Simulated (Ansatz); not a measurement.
Geometry relaxation of FeCo3 (part 2 of 2)

FeCo3 (4 atoms in the cell); DFT r2SCAN, scalar-relativistic, plane waves, PAW (Ansatz 0.2.0); cutoff 500 eV, 16×16×6 k-mesh, Gaussian smearing of 0.1 eV, collinear spins. The structure derives from a Materials Project entry. The run did not end well. It belongs to a series of runs on one base structure; here: dispersion relaxed: r2SCAN, none.

Geometry of the input (Å; fractional positions):
```
2.4660  0.0000  0.0000
0.0000  2.4660  0.0000
0.0000  0.0000  7.0635
Fe 0.0000  0.0000  0.0000
Co 0.5000  0.5000  0.7454
Co 0.0000  0.0000  0.5000
Co 0.5000  0.5000  0.2546
```

**What the program printed, continued**
```
SCF iter   1: F=—  HF=-19880.485452 eV  |F-HF|=—  |Δ(HF+E_count)|=         —  Δρ=6.50e-3 (↑5.46e-3 ↓6.50e-3)  dr2=2.91e-2  dr2_τ=4.04e-2  dr2_m=8.55e-3  M=8.138 μB ∫|m|=9.166 μB  β_m=1.00  ethr=4.01e-5  ⟨swp⟩=1.5  Hψ=77138  notcnv=0
preconditioner: auto → Kerker (q_TF=auto, 2.930 Å⁻¹)  [metal: Δε(μ)=0.002 eV  Ē_g=10.037 eV  σ=0.100 eV  W_gap=0.01  n_scr=18 (ndim 8)  ℏωp=33.2 eV  f_vac=0.000  D(μ)=2.77/eV (n_scr^D=26)]
spin=Collinear: Kerker preconditioning applied to the charge; magnetization (m = ρ↑ − ρ↓) channel mixes plain (no charge-response kernel on spin).
SCF iter   2: F=—  HF=-19880.547527 eV  |F-HF|=—  |Δ(HF+E_count)|=   6.21e-2  Δρ=1.51e-3 (↑1.21e-3 ↓1.51e-3)  dr2=8.56e-3  dr2_τ=1.59e-4  dr2_m=6.97e-5  M=8.147 μB ∫|m|=9.161 μB  β_m=1.00  ethr=4.01e-5  ⟨swp⟩=2.0  Hψ=32765  notcnv=0  κ⁻¹=1.0e0(r=1)
SCF iter   3: F=—  HF=-19880.548983 eV  |F-HF|=—  |Δ(HF+E_count)|=   1.46e-3  Δρ=1.15e-3 (↑9.42e-4 ↓1.15e-3)  dr2=7.65e-3  dr2_τ=1.76e-5  dr2_m=1.48e-5  M=8.150 μB ∫|m|=9.162 μB  β_m=1.00  ethr=1.28e-5  ⟨swp⟩=1.0  Hψ=16560  notcnv=0  κ⁻¹=4.2e-3(r=2)
SCF iter   4: F=—  HF=-19880.550358 eV  |F-HF|=—  |Δ(HF+E_count)|=   1.37e-3  Δρ=6.30e-4 (↑5.70e-4 ↓6.30e-4)  dr2=4.03e-3  dr2_τ=2.91e-6  dr2_m=1.05e-5  M=8.157 μB ∫|m|=9.167 μB  β_m=1.00  ethr=1.14e-5  ⟨swp⟩=1.0  Hψ=16564  notcnv=0  κ⁻¹=2.6e-3(r=3)
SCF iter   5: F=—  HF=-19880.547762 eV  |F-HF|=—  |Δ(HF+E_count)|=   2.60e-3  Δρ=1.49e-3 (↑8.64e-4 ↓1.49e-3)  dr2=7.91e-4  dr2_τ=2.35e-5  dr2_m=1.47e-4  M=8.164 μB ∫|m|=9.177 μB  β_m=1.00  ethr=6.01e-6  ⟨swp⟩=2.0  Hψ=24732  notcnv=0  κ⁻¹=8.8e-4(r=4)
SCF iter   6: F=—  HF=-19880.549867 eV  |F-HF|=—  |Δ(HF+E_count)|=   2.10e-3  Δρ=4.69e-4 (↑3.45e-4 ↓4.69e-4)  dr2=1.82e-4  dr2_τ=4.79e-6  dr2_m=2.77e-6  M=8.158 μB ∫|m|=9.173 μB  β_m=1.00  ethr=1.18e-6  ⟨swp⟩=2.0  Hψ=27805  notcnv=0  defer=2  κ⁻¹=5.7e-4(r=5)
SCF iter   7: F=—  HF=-19880.550096 eV  |F-HF|=—  |Δ(HF+E_count)|=   2.29e-4  Δρ=4.10e-4 (↑1.62e-4 ↓4.10e-4)  dr2=1.03e-4  dr2_τ=9.96e-7  dr2_m=7.61e-6  M=8.157 μB ∫|m|=9.172 μB  β_m=1.00  ethr=2.71e-7  ⟨swp⟩=2.0  Hψ=28817  notcnv=0  defer=2  κ⁻¹=3.3e-4(r=6)
SCF iter   8: F=—  HF=-19880.550178 eV  |F-HF|=—  |Δ(HF+E_count)|=   8.24e-5  Δρ=2.79e-4 (↑9.60e-5 ↓2.79e-4)  dr2=5.00e-5  dr2_τ=4.20e-7  dr2_m=6.19e-6  M=8.157 μB ∫|m|=9.171 μB  β_m=1.00  ethr=1.53e-7  ⟨swp⟩=1.5  Hψ=19537  notcnv=0  defer=3  κ⁻¹=3.0e-5(r=7)
SCF iter   9: F=—  HF=-19880.550192 eV  |F-HF|=—  |Δ(HF+E_count)|=   1.32e-5  Δρ=1.49e-4 (↑6.77e-5 ↓1.49e-4)  dr2=1.08e-5  dr2_τ=1.87e-7  dr2_m=1.01e-6  M=8.157 μB ∫|m|=9.171 μB  β_m=1.00  ethr=7.46e-8  ⟨swp⟩=2.0  Hψ=26077  notcnv=0  defer=8  κ⁻¹=5.4e-6(r=8)
SCF iter  10: F=—  HF=-19880.550198 eV  |F-HF|=—  |Δ(HF+E_count)|=   6.38e-6  Δρ=6.75e-5 (↑4.92e-5 ↓6.75e-5)  dr2=2.17e-6  dr2_τ=7.20e-8  dr2_m=7.96e-8  M=8.157 μB ∫|m|=9.171 μB  β_m=1.00  ethr=1.62e-8  ⟨swp⟩=1.7  Hψ=19568  notcnv=0  defer=7  κ⁻¹=1.6e-5(r=8)
SCF iter  11: F=—  HF=-19880.550200 eV  |F-HF|=—  |Δ(HF+E_count)|=   2.38e-6  Δρ=3.14e-5 (↑1.99e-5 ↓3.14e-5)  dr2=7.87e-7  dr2_τ=8.37e-9  dr2_m=2.57e-8  M=8.157 μB ∫|m|=9.171 μB  β_m=1.00  ethr=3.24e-9  ⟨swp⟩=2.0  Hψ=28638  notcnv=0  defer=6  κ⁻¹=3.4e-6(r=8)
SCF iter  12: F=—  HF=-19880.550200 eV  |F-HF|=—  |Δ(HF+E_count)|=   1.26e-8  Δρ=1.95e-5 (↑1.39e-5 ↓1.95e-5)  dr2=3.14e-7  dr2_τ=4.68e-9  dr2_m=5.87e-9  M=8.157 μB ∫|m|=9.171 μB  β_m=1.00  ethr=1.17e-9  ⟨swp⟩=1.0  Hψ=16560  notcnv=0  defer=6  κ⁻¹=2.6e-6(r=8)
SCF iter  13: F=—  HF=-19880.550200 eV  |F-HF|=—  |Δ(HF+E_count)|=   1.04e-7  Δρ=1.52e-5 (↑7.91e-6 ↓1.52e-5)  dr2=2.34e-7  dr2_τ=1.01e-9  dr2_m=7.36e-9  M=8.157 μB ∫|m|=9.171 μB  β_m=1.00  ethr=4.69e-10  ⟨swp⟩=2.0  Hψ=28474  notcnv=0  defer=6  κ⁻¹=9.9e-6(r=8)
SCF iter  14: F=-19880.550200 eV  HF=-19880.550200 eV  |F-HF|=2.07e-7  |Δ(HF+E_count)|=   9.80e-9  Δρ=2.41e-5 (↑6.23e-6 ↓2.41e-5)  dr2=2.93e-7  dr2_τ=2.14e-9  dr2_m=3.55e-8  M=8.157 μB ∫|m|=9.171 μB  ethr=3.50e-10  ⟨swp⟩=3.5  Hψ=56654  notcnv=0
SCF 2 converged in 14 iterations: F = -19880.550200 eV  dr2 = 2.93e-7
relax step   2: F+E_penalty+E_count = -19880.55020018 eV  Δ(F+E_penalty+E_count) = -3.340e-2 eV  max|allowed force component| = 2.722e-1 eV/Å  Δτ_max = 0.0169 Å  P = +2.833 GPa  Ω = 43.677 Å³  energy of the carried Pulay correction = -7.293e-4 eV  (14 SCF iters, dr2 threshold 4.00e-7 eV, accepted)
Crystal: 4 atoms, lattice volume = 44.355 Å³
Basis set: ecut = 500 eV, 1151 PW (Γ), exchange–correlation on 72×72×216 points (64 copies of the dense FFT grid, shifted against one another)
iter 1 solved again at ethr=5.46e-5 eV; its pass at ethr=3.10e-3 eV (dr2=3.66e-2 eV) is discarded
SCF iter   1: F=—  HF=-19880.460508 eV  |F-HF|=—  |Δ(HF+E_count)|=         —  Δρ=8.46e-3 (↑6.27e-3 ↓8.46e-3)  dr2=4.11e-2  dr2_τ=7.22e-2  dr2_m=1.59e-2  M=8.180 μB ∫|m|=9.235 μB  β_m=1.00  ethr=5.46e-5  ⟨swp⟩=1.8  Hψ=72941  notcnv=0
preconditioner: auto → Kerker (q_TF=auto, 2.922 Å⁻¹)  [metal: Δε(μ)=0.007 eV  Ē_g=9.931 eV  σ=0.100 eV  W_gap=0.04  n_scr=18 (ndim 8)  ℏωp=33.0 eV  f_vac=0.000  D(μ)=2.63/eV (n_scr^D=26)]
spin=Collinear: Kerker preconditioning applied to the charge; magnetization (m = ρ↑ − ρ↓) channel mixes plain (no charge-response kernel on spin).
SCF iter   2: F=—  HF=-19880.562056 eV  |F-HF|=—  |Δ(HF+E_count)|=   1.02e-1  Δρ=2.08e-3 (↑1.48e-3 ↓2.08e-3)  dr2=1.54e-2  dr2_τ=2.21e-4  dr2_m=1.51e-4  M=8.188 μB ∫|m|=9.230 μB  β_m=1.00  ethr=5.46e-5  ⟨swp⟩=2.0  Hψ=32817  notcnv=0  defer=1  κ⁻¹=1.0e0(r=1)
```

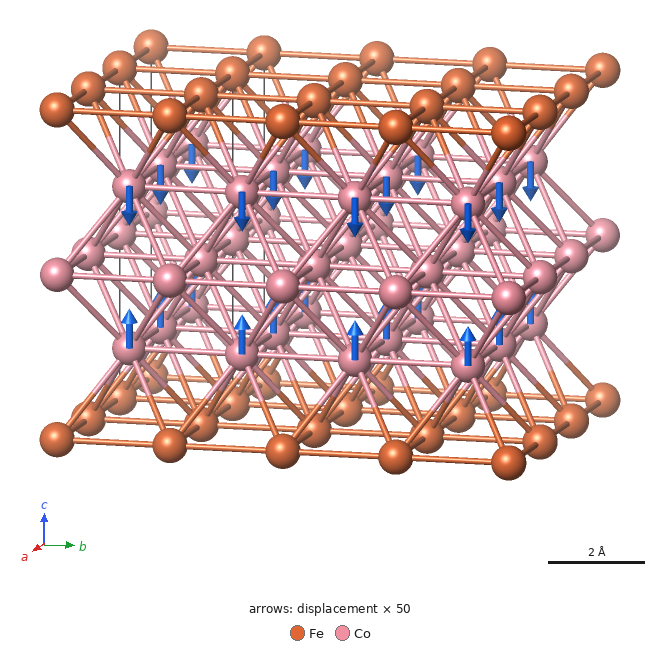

Fig. 1: The starting structure with the displacements (without the part carried along by the change of the cell) as blue arrows, magnified 50 times (ball-and-stick view of the cell of the calculation, repeated 3 × 4 × 1, seen slightly off an axis). The run was cut off at its time limit before the relaxation converged, so the last structure is only a point on the way. After 1 geometry step the energy has fallen by 8.4 meV per atom. Largest force component: 0.44 eV/Å at the start, 0.27 eV/Å at the end. Pressure: 6.63 GPa at the start and 2.83 GPa at the end. The largest moves relative to the cell, 0.017 Å, are those of Co2 and Co4. Fe stays in place. Cell: a = b 2.466 → 2.477 Å (+0.4 %), c 7.063 → 7.119 Å (+0.8 %). Volume +1.7 %. Among the contacts that change: Fe1–Co2 2.505 → 2.533 Å, Fe1–Fe1 2.466 → 2.477 Å, Co2–Co2 2.466 → 2.477 Å. The space group stays P4/mmm (No. 123). (Atoms are counted from 1 in the order of the input.)

```
Step cancelled. What follows is not a result of the run: it is the report of the last solve that finished, which converged after 14 SCF iterations.
Magnetization: 8.1567 μB (37.5783 up, 29.4217 down)
Absolute magnetization: 9.1755 μB (∫|ρ↑−ρ↓|, with the PAW one-centre terms)
Spin contamination: 0.2640 ħ² per cell (⟨S²⟩ above its minimum at these occupations)
Per-site moments (μB) at R_I (Å): [(2.851225419707822, 1.0217129255929507), (1.9155902686478172, 1.0155203565545305), (1.9258051042969104, 1.0155203565545305), (1.9155902686478157, 1.015520356554531)]
Free energy (F): -19880.550200 eV
Harris-Foulkes:  -19880.550200 eV  (|F-HF|=2.07e-7)
Internal energy: -19880.536848 eV  (E = F + TS)
E sigma→0 (E₀):  -19880.543524 eV
Entropy (-TS):   -0.013353 eV (-3.338 meV/atom)
Fermi energy:    19.052285 eV
--- Per-component energies (eV) ---
  E_band       = -1031.943427
  E_kinetic    = 1712.109723
  E_local      = -10606.695488  (includes V_loc(G=0)·N_el)
  E_nonlocal   = 1592.530833
  E_hartree    = 4458.499283
  E_xc         = -586.445976
  E_vxc        = -858.379140  (∫ρ·V_xc dr)
  E_paw        = -5951.399382  (= ΣΔE_a)
  E_vpaw       = -1844.805435  (= ΣTr[D̂ρ^β])
  E_aug_tail   = 0.000358  (compensation charges beyond the density's cutoff)
  E_vtau       = 56.302420  (kinetic-family band-sum trace: ∫τ·v_τ [+ j·A + Jᵃ·Aᵃ] dr)
  E_ewald      = -10497.961105
  E_core_change = -1.175094  (= ΣΔE_core)
  E_smearing   = -0.013353  (= −TS)
  E_closure    = -0.000000  (closes the sum)
  Σ components = -19880.550200   (vs F -19880.550200, Δ=0.00e0)
--- Forces (eV/Å), atoms counted from 1 ---
  atom   1  Fe    -0.00000000     0.00000000     0.00000000
  atom   2  Co     0.00000000     0.00000000    -0.27218009
  atom   3  Co     0.00000000     0.00000000     0.00000000
  atom   4  Co    -0.00000000     0.00000000     0.27218009
  max |Σ_I F_I| component: 3.19e-28 eV/Å
--- Stress (GPa, compression-positive) ---
        2.172741      -0.000000       0.000000
       -0.000000       2.172741       0.000000
        0.000000       0.000000       3.672952
  P = ⅓ Tr σ = 2.6728 GPa (26.728 kbar)
--- Band table (eV; the first three rows and the last of 360) ---
  k-point 0 ↑: bands = ["-81.5148", "-81.4284", "-81.4196", "-73.4791", "-43.4128", "-43.2355", "-43.2355", "-43.1914", "-43.1914", "-43.1420", "-43.1420", "-43.1252", "-43.0781", "-38.2788", "-37.9696", "-37.9696", "9.4099", "12.1801", "12.2494", "12.8185", "13.5995", "14.5137", "14.5442", "15.5304", "15.6149", "15.6149", "15.8662", "15.8673", "16.3576", "16.3633", "16.5828", "16.5828", "16.6100", "16.6100", "16.6514", "16.9266", "17.2957", "17.8671", "17.8671", "21.1057", "28.1689", "34.2898", "34.2898", "38.5915", "38.7145", "38.7145"]
  k-point 1 ↑: bands = ["-81.5148", "-81.4284", "-81.4196", "-73.4791", "-43.4128", "-43.2355", "-43.2355", "-43.1914", "-43.1914", "-43.1420", "-43.1420", "-43.1256", "-43.0778", "-38.2788", "-37.9696", "-37.9696", "9.5018", "11.5380", "12.6973", "12.8600", "13.6273", "14.2885", "14.7772", "15.4948", "15.6429", "15.6429", "15.8213", "16.2432", "16.3262", "16.3262", "16.3298", "16.3653", "16.6290", "16.8879", "16.8879", "16.9476", "17.2894", "17.8162", "17.8162", "20.6102", "28.7961", "34.4327", "34.4327", "36.6001", "37.5652", "37.5652"]
  k-point 2 ↑: bands = ["-81.5148", "-81.4284", "-81.4196", "-73.4791", "-43.4127", "-43.2354", "-43.2354", "-43.1916", "-43.1916", "-43.1419", "-43.1419", "-43.1263", "-43.0772", "-38.2788", "-37.9696", "-37.9696", "9.7698", "10.8583", "12.8457", "12.9895", "13.7057", "14.0770", "15.0135", "15.3915", "15.7228", "15.7228", "15.9335", "16.0958", "16.0958", "16.2334", "16.3837", "16.5864", "16.9859", "17.0520", "17.1802", "17.1802", "17.2754", "17.6707", "17.6707", "19.4881", "30.3166", "34.4283", "34.8488", "34.8488", "36.4776", "36.4776"]
  k-point 179 ↓: bands = ["-78.3591", "-78.2856", "-78.2856", "-69.0570", "-40.3795", "-40.3795", "-40.2573", "-40.2573", "-40.2117", "-40.1970", "-40.1970", "-40.1241", "-40.1229", "-33.9555", "-33.9555", "-33.8190", "15.1212", "15.2628", "15.4356", "15.4356", "15.4690", "15.7407", "15.9319", "15.9319", "18.3247", "18.3247", "18.7226", "18.7226", "20.2673", "20.2678", "20.3428", "20.3652", "20.4567", "20.6095", "21.3379", "21.9615", "24.0593", "24.0593", "24.1096", "24.1096", "30.0673", "30.0966", "30.4225", "30.6973", "31.5118", "31.5118"]
End of that report.
Error: SIGTERM received: cancelled by the caller after 2 completed SCF iterations
```

**Trajectory as extended XYZ (Å, eV, eV/Å), 2 frames, from step=1 to step=2**
```
4
Lattice="2.4660 0.0000 0.0000 0.0000 2.4660 0.0000 0.0000 0.0000 7.0635" Properties=species:S:1:pos:R:3:forces:R:3 step=1 energy=-19880.51680 pressure_GPa=6.63
Fe    0.0000    0.0000    0.0000    0.0000   0.0000   0.0000
Co    1.2330    1.2330    5.2651    0.0000   0.0000  -0.4365
Co    0.0000    0.0000    3.5317    0.0000   0.0000   0.0000
Co    1.2330    1.2330    1.7983    0.0000   0.0000   0.4365
4
Lattice="2.4769 0.0000 0.0000 0.0000 2.4769 0.0000 0.0000 0.0000 7.1194" Properties=species:S:1:pos:R:3:forces:R:3 step=2 energy=-19880.55020 pressure_GPa=2.83
Fe    0.0000    0.0000    0.0000    0.0000   0.0000   0.0000
Co    1.2384    1.2384    5.2898    0.0000   0.0000  -0.2722
Co    0.0000    0.0000    3.5597    0.0000   0.0000   0.0000
Co    1.2384    1.2384    1.8296    0.0000   0.0000   0.2722
```

**Outcome**

```tsv
quantity	value
outcome	stopped at the time limit
space group (tolerance 0.01 Å)	P4/mmm (123)
final cell	a = 2.477 Å, b = 2.477 Å, c = 7.119 Å, α = 90.00°, β = 90.00°, γ = 90.00°
hardware	1 thread of Intel Xeon @ 2.50GHz (Skylake/Cascade Lake), 189 GiB of memory available, shared host
wall time	12 min
peak memory	1.2 GiB
```

**Diagnosis**

The run was cut off by its time limit, so the output is incomplete. The electronic state found may not be the lowest one.
